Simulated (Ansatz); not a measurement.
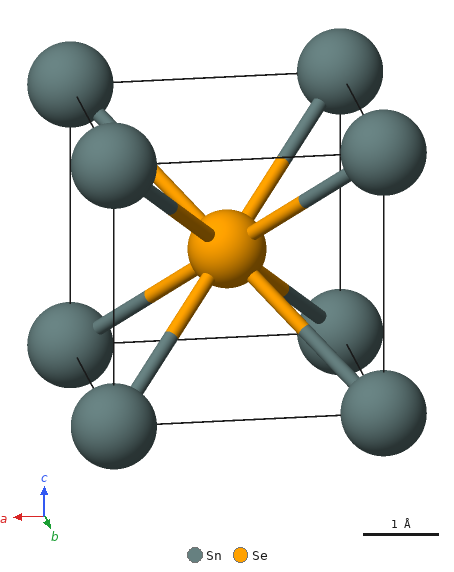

Starting structure of solid SnSe (built on the CsCl type). Style: ball-and-stick. Shown: the cell of the calculation, from a free direction.

Method: Ansatz, DFT, r2SCAN, plane waves, PAW.

Input
```yaml
crystal:
  lattice:
    - [3.6857379806, 0.0, 0.0]
    - [0.0, 3.6857379806, 0.0]
    - [0.0, 0.0, 3.6857379806]
  atoms:
    - { symbol: Sn, position: [0.0, 0.0, 0.0] }
    - { symbol: Se, position: [0.5, 0.5, 0.5] }
kpoints:
  mp_grid: { grid: [6, 6, 6] }
hamiltonian:
  xc: r2scan
scf:
  occupations: { method: fermi_dirac, width: 0.02 }
relax:
  f_tol: 0.005
  cell: {}
```

Launched with:
```bash
ansatz run input.yaml --threads 2 --pin off --max-ram 2211MiB --backend cpu --events-out ev --progress --plain --runs-dir out
```

Q: Where does the relaxation end?

A: The atoms keep their places relative to the cell (all moves are under 0.005 Å). The drawn cell changes as follows: a = b = c 3.686 → 3.665 Å (−0.6 %); the volume changes by −1.6 %. Among the contacts that change: Sn1–Se2 3.192 → 3.174 Å. The space group stays Pm-3m (No. 221). After 2 accepted moves (3 points after the start) the energy has fallen by 2.6 meV per cell of the calculation. All forces vanish by symmetry, so only the cell relaxes. The pressure goes from −0.97 to −0.01 GPa. At 1 point the geometry stayed and the basis and grid were re-selected for the new cell (energy shift of less than 0.05 meV per cell of the calculation at most each time). The run took 24 s on 2 threads of Intel(R) Xeon(R) Processor @ 2.50GHz (Skylake/Cascade Lake), on a shared host, peak memory 0.44 GiB.

Step by step:

```tsv
step	E − E(0), meV/atom	pressure, GPa	volume, Å³/atom	note
0	0.00	-0.97	25.035	
1	-1.16	0.34	24.481	
2	-1.30	-0.01	24.622	
3	-1.28	-0.01	24.622	same geometry, new basis
```

The structure at the end:

```
CELL_PARAMETERS angstrom
3.66536 0.00000 0.00000
0.00000 3.66536 0.00000
0.00000 0.00000 3.66536
ATOMIC_POSITIONS crystal
Sn 0.00000 0.00000 0.00000
Se 0.50000 0.50000 0.50000
```
